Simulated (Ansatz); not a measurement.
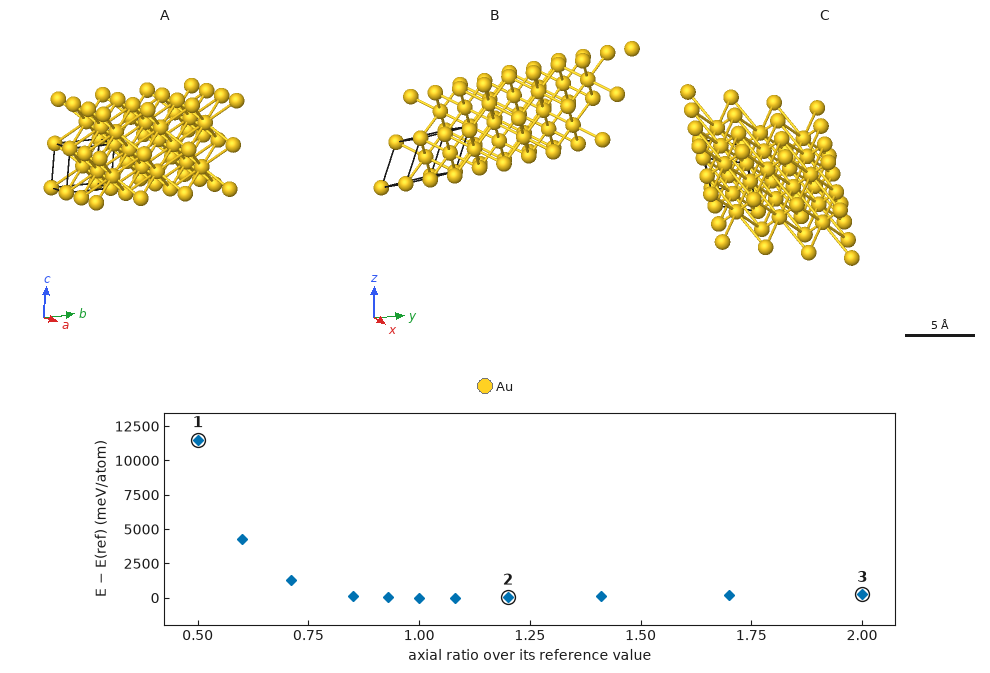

A scan of a crystal of Au (Im-3m): the ratio of the cell's length along [111] to its lengths across, counted as 1 for the reference, is changed at fixed volume (a trigonal path), with the atoms kept at their fractional coordinates. x, y and z are the Cartesian axes of the input. The frames are shuffled; the numbered points of the plot belong to them. A ball-and-stick model of the conventional cell (2 times the calculation's cell), repeated 3 × 3 × 2 with one cell outlined, seen slightly off an axis. Lengths and directions refer to the drawn axes.

These are results of DFT r2SCAN, scalar-relativistic, plane waves, PAW in Ansatz, not measurements. Set-up: plane-wave cutoff 500 eV; k-point mesh 22 × 22 × 22; occupations gaussian; smearing width 0.15 eV; no spin polarisation. Energies (free energies at the smearing named) are counted from the cell as listed in its source, which wasn't relaxed.

Match the frames to the points.

Answer. Point 1 is frame C (the relative ratio 0.50, 11520 meV/atom); 2 is frame A (the relative ratio 1.20, 50 meV/atom); 3 is frame B (the relative ratio 2.00, 241 meV/atom). The lowest computed point lies at the relative ratio 1.00 (0 meV/atom). The end points stand at 11520 meV/atom (0.50) and 241 meV/atom (2.00). The unrelaxed reference is under a pressure of −4.7 GPa. The distortion takes the space group from Im-3m to R-3m, except for Pm-3m at 2.00. At the relative ratio 2.00 the cell of the drawing goes a 3.315 → 3.720 Å, b 3.315 → 3.720 Å, c 3.315 → 3.720 Å, α 90.0° → 60.0°, β 90.0° → 60.0°, γ 90.0° → 60.0°.
